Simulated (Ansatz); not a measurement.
**HfN: single-point calculation**

- system: HfN (F-43m, 4 atoms in the cell)
- method: DFT PBEsol, scalar-relativistic, plane waves, PAW, no spin polarisation (Ansatz 0.2.0)

The structure derives from a Materials Project entry. It belongs to a series of runs on one base structure; here: the relaxed cell repeated 2 times.

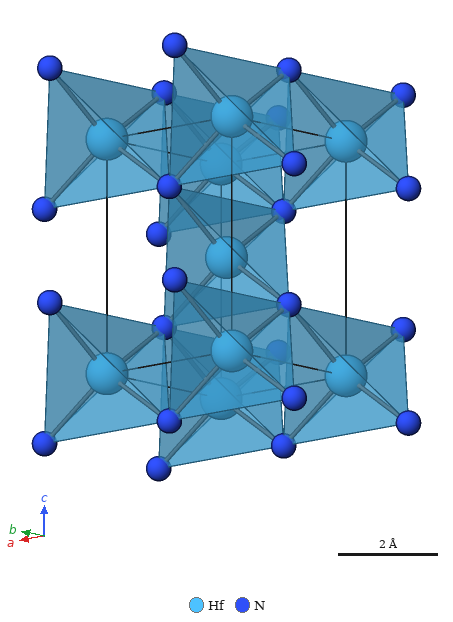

Figure 1. The structure (polyhedral view of the cell of the calculation, seen at an oblique angle; polyhedra are completed across the faces of the cell).

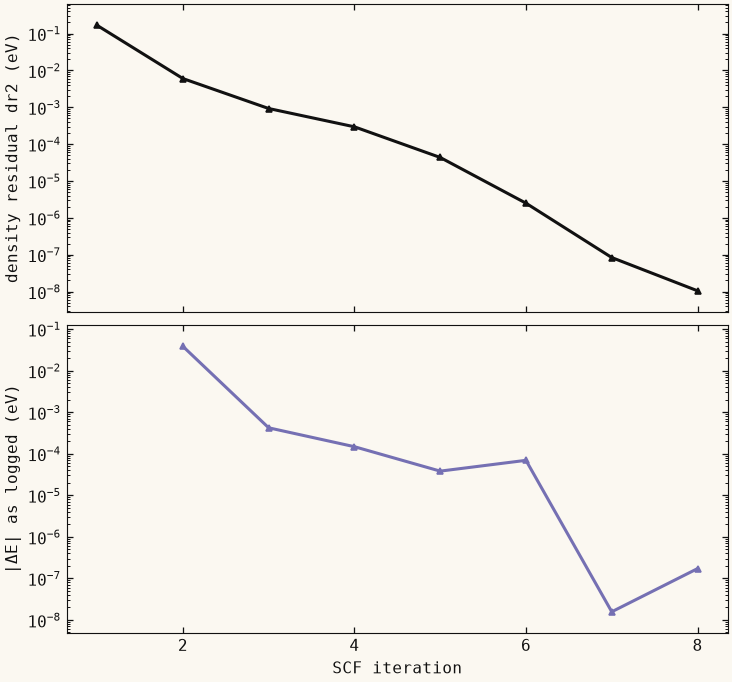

Figure 2. Convergence of the self-consistent field: density residual dr2 and size of the energy change against the SCF iteration. The residual falls at every step.

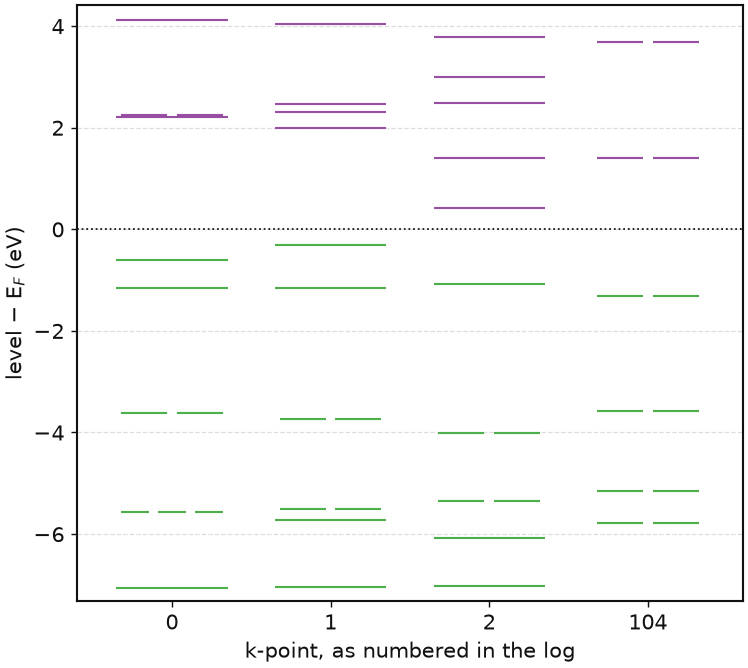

Figure 3. Kohn–Sham levels near the Fermi level (dotted) at the few k-points that the log prints; levels within 0.02 eV of each other stand side by side. The system is metallic on the full mesh.

These pictures come from the run below.

**Input**
```yaml
crystal:
  lattice:
    - [0.0, -2.43353409, -2.43353409]
    - [0.0, 2.43353409, -2.43353409]
    - [4.8670681801, 0.0, 0.0]
  atoms:
    - { symbol: Hf, position: [0.5, 0.5, 0.5] }
    - { symbol: Hf, position: [0.0, 0.0, 0.0] }
    - { symbol: "N", position: [0.0, 0.5, 0.25] }
    - { symbol: "N", position: [0.5, 0.0, 0.75] }
basis:
  ecutwfc: 420
kpoints:
  mp_grid: { grid: [10, 10, 8] }
hamiltonian:
  xc: pbesol
scf:
  occupations: { method: gaussian, width: 0.15 }
output:
  forces: true
  stress: true
  eigenvalues: true
```

Launch command:
```bash
ansatz run input.yaml --threads 1 --pin off --max-ram 2560MiB --backend cpu --events-out ev --progress --plain --runs-dir out
```

**Log**
```
Engine: ansatz 0.2.0, x86_64-unknown-linux-gnu
Pseudopotentials: kind: paw
Pseudopotential: Hf, paw, valence charge 26, recommended cutoff 420 eV (normal), Hf.paw.azcp
Pseudopotential: N, paw, valence charge 5, recommended cutoff 420 eV (normal), N.paw.azcp
Functional definition: PBEsol
  exchange = pbesol_x
  correlation = pbesol_c
Crystal: 4 atoms, lattice volume = 57.646 Å³
Basis set: ecut = 420 eV, 1125 PW (Γ), exchange–correlation on 48×48×72 points (8 copies of the dense FFT grid, shifted against one another)
Bands: 38, of which v1, the nominal top of the filled ones, is band 31 counted from 1 (30 counted from 0)
Symmetry: 16 space group operations
Space group: F-43m (ITA 216), of the structure as read, at distance tolerance 3.9e-5 Å
k-points: 105 of 800 (time reversal used)
Non-local potential: Hf, projectors of the file, l = 0: 3, l = 1: 2, l = 2: 2, l = 3: 3
Non-local potential: N, projectors of the file, l = 0: 2, l = 1: 2, l = 2: 1
PAW form: soft (Blöchl's): semilocal exchange-correlation on the pseudo side does not see the compensation charge
PAW frozen core: Hf, regenerated for the run's functional, and the local potential with it (the file was generated under x = pbe(κ = 0.804, μ = 0.2195149727645171), c = pbe(β = 0.06672455060314922))
PAW frozen core: N, regenerated for the run's functional, and the local potential with it (the file was generated under x = pbe(κ = 0.804, μ = 0.2195149727645171), c = pbe(β = 0.06672455060314922))
PAW one-centre angular grid: Hf, 590 points (default); XC on 64 Gauss nodes
PAW one-centre angular grid: N, 110 points (default); XC on 64 Gauss nodes
Initial density: superposition of atomic densities (neutral atoms: chi_scale 0, normalization atom), corrected by the library's trained network
Initial wavefunctions: pseudopotential atomic-orbital guess
Functional: x = pbesol(κ = 0.804, μ = 0.12345679012345678), c = pbesol(β = 0.046)
SCF iter   1: F=—  HF=-31959.189790 eV  |F-HF|=—  |Δ(HF+E_count)|=         —  Δρ=1.65e-2  dr2=1.67e-1  ethr=1.77e-3  ⟨swp⟩=4.1  Hψ=12257  notcnv=0
preconditioner: auto → Kerker (q_TF=auto, 2.762 Å⁻¹)  [metal: Δε(μ)=0.012 eV  Ē_g=17.657 eV  σ=0.150 eV  W_gap=0.04  n_scr=20 (ndim 8)  ℏωp=37.2 eV  f_vac=0.003  D(μ)=1.13/eV (n_scr^D=6)]
SCF iter   2: F=—  HF=-31959.151185 eV  |F-HF|=—  |Δ(HF+E_count)|=   3.86e-2  Δρ=3.25e-3  dr2=6.02e-3  ethr=2.70e-4  ⟨swp⟩=2.0  Hψ=5466  notcnv=0  defer=12
SCF iter   3: F=—  HF=-31959.150763 eV  |F-HF|=—  |Δ(HF+E_count)|=   4.22e-4  Δρ=1.50e-3  dr2=9.26e-4  ethr=9.72e-6  ⟨swp⟩=2.0  Hψ=6082  notcnv=0  defer=12
SCF iter   4: F=—  HF=-31959.150912 eV  |F-HF|=—  |Δ(HF+E_count)|=   1.48e-4  Δρ=7.42e-4  dr2=2.95e-4  ethr=1.49e-6  ⟨swp⟩=2.0  Hψ=6821  notcnv=0  defer=12
SCF iter   5: F=—  HF=-31959.150874 eV  |F-HF|=—  |Δ(HF+E_count)|=   3.82e-5  Δρ=2.50e-4  dr2=4.35e-5  ethr=4.76e-7  ⟨swp⟩=2.0  Hψ=5849  notcnv=0  defer=12
SCF iter   6: F=—  HF=-31959.150943 eV  |F-HF|=—  |Δ(HF+E_count)|=   6.95e-5  Δρ=6.54e-5  dr2=2.50e-6  ethr=7.01e-8  ⟨swp⟩=2.3  Hψ=5417  notcnv=0  defer=12
SCF iter   7: F=—  HF=-31959.150943 eV  |F-HF|=—  |Δ(HF+E_count)|=   1.57e-8  Δρ=1.33e-5  dr2=8.38e-8  ethr=1.61e-10  ⟨swp⟩=8.4  Hψ=20469  notcnv=0
SCF iter   8: F=-31959.150943 eV  HF=-31959.150943 eV  |F-HF|=1.05e-8  |Δ(HF+E_count)|=   1.72e-7  Δρ=4.07e-6  dr2=1.05e-8  ethr=1.35e-10  ⟨swp⟩=5.0  Hψ=15275  notcnv=0
SCF 1 converged in 8 iterations: F = -31959.150943 eV  dr2 = 1.05e-8
  greatest PAW one-centre occupation: 0.998 electrons in one spin orbital (limit 2), on the Hf atom at site 1 (counted from 0), in its partial waves of l = 3
SCF converged after 8 iterations
Free energy (F): -31959.150943 eV
Harris-Foulkes:  -31959.150943 eV  (|F-HF|=1.05e-8)
Internal energy: -31959.137486 eV  (E = F + TS)
E sigma→0 (E₀):  -31959.144214 eV
Entropy (-TS):   -0.013457 eV (-3.364 meV/atom)
Fermi energy:    18.192867 eV
--- Per-component energies (eV) ---
  E_band       = 36.099997
  E_kinetic    = 1109.394865
  E_local      = -11168.410647  (includes V_loc(G=0)·N_el)
  E_nonlocal   = -2383.892759
  E_hartree    = 5182.195669
  E_xc         = -714.922328
  E_vxc        = -684.668799  (∫ρ·V_xc dr)
  E_paw        = -13860.320912  (= ΣΔE_a)
  E_vpaw       = 2799.290674  (= ΣTr[D̂ρ^β])
  E_aug_tail   = 0.000182  (compensation charges beyond the density's cutoff)
  E_ewald      = -10125.739937
  E_core_change = 2.558381  (= ΣΔE_core)
  E_smearing   = -0.013457  (= −TS)
  E_closure    = 0.000000  (closes the sum)
  Σ components = -31959.150943   (vs F -31959.150943, Δ=0.00e0)
--- Forces (eV/Å), atoms counted from 1 ---
  atom   1  Hf     0.00000000     0.00000000    -0.00000000
  atom   2  Hf     0.00000000     0.00000000    -0.00000000
  atom   3  N      0.00000000    -0.00000000     0.00000000
  atom   4  N      0.00000000    -0.00000000     0.00000000
  max |Σ_I F_I| component: 1.67e-16 eV/Å
--- Stress (GPa, compression-positive) ---
       -0.276371       0.000000       0.000000
        0.000000       0.153869       0.000000
       -0.000000       0.000000       0.153869
  P = ⅓ Tr σ = 0.0105 GPa (0.105 kbar)
--- Band table (eV; the first three rows and the last of 105) ---
  k-point 0: bands = ["-44.1934", "-44.1615", "-13.2999", "-12.9530", "-12.9530", "-12.7759", "-12.7747", "-12.7747", "1.8256", "3.4093", "5.8592", "5.8598", "5.8598", "5.8882", "5.8889", "5.8889", "5.8940", "5.9045", "5.9045", "5.9361", "5.9361", "5.9362", "5.9820", "6.0088", "11.1357", "12.6220", "12.6220", "12.6225", "14.5691", "14.5691", "17.0359", "17.5840", "20.4069", "20.4443", "20.4449", "22.3171", "22.9792", "22.9792"]
  k-point 1: bands = ["-44.1921", "-44.1627", "-13.2817", "-12.9463", "-12.9463", "-12.7978", "-12.7816", "-12.7816", "1.8919", "3.3567", "5.8596", "5.8611", "5.8611", "5.8852", "5.8887", "5.8887", "5.8956", "5.9048", "5.9048", "5.9345", "5.9345", "5.9345", "5.9902", "6.0117", "11.1418", "12.4715", "12.6779", "12.6779", "14.4661", "14.4661", "17.0293", "17.8740", "20.1909", "20.5026", "20.6561", "22.2264", "23.1532", "23.1532"]
  k-point 2: bands = ["-44.1887", "-44.1661", "-13.2291", "-12.9272", "-12.9272", "-12.8592", "-12.8011", "-12.8011", "2.0788", "3.2027", "5.8608", "5.8650", "5.8650", "5.8788", "5.8870", "5.8870", "5.9001", "5.9066", "5.9066", "5.9299", "5.9302", "5.9302", "6.0083", "6.0192", "11.1707", "12.1220", "12.8420", "12.8420", "14.1914", "14.1914", "17.1083", "18.6036", "19.5875", "20.6713", "21.1947", "21.9799", "23.6154", "23.6154"]
  k-point 104: bands = ["-44.1614", "-44.1614", "-13.1994", "-13.1994", "-13.0574", "-13.0574", "-12.9584", "-12.9584", "3.4289", "3.4289", "5.8618", "5.8618", "5.8831", "5.8831", "5.8988", "5.8988", "5.9001", "5.9001", "5.9015", "5.9015", "5.9158", "5.9158", "5.9876", "5.9876", "12.4160", "12.4160", "13.0477", "13.0477", "14.6078", "14.6078", "16.8696", "16.8696", "19.5919", "19.5919", "21.8771", "21.8771", "23.3953", "23.3953"]
```

**Key numbers**

| quantity | value |
| --- | --- |
| outcome | converged |
| space group (tolerance 0.01 Å) | F-43m (216) |
| electrons treated | 62 |
| free energy | −31959.1509 eV |
| Fermi energy | 18.193 eV |
| gap on the k-point mesh | none (metallic) |
| pressure | 0.01 GPa |
| largest force (length of the vector) | under 0.001 eV/Å |
| hardware | 1 thread of Oxide Virtual Turin-like (Zen 5), 32 GiB of memory available, shared host |
| wall time | 12 s |
| peak memory | 0.47 GiB |

**Remarks**

Spin–orbit coupling is left out, which matters for Hf.
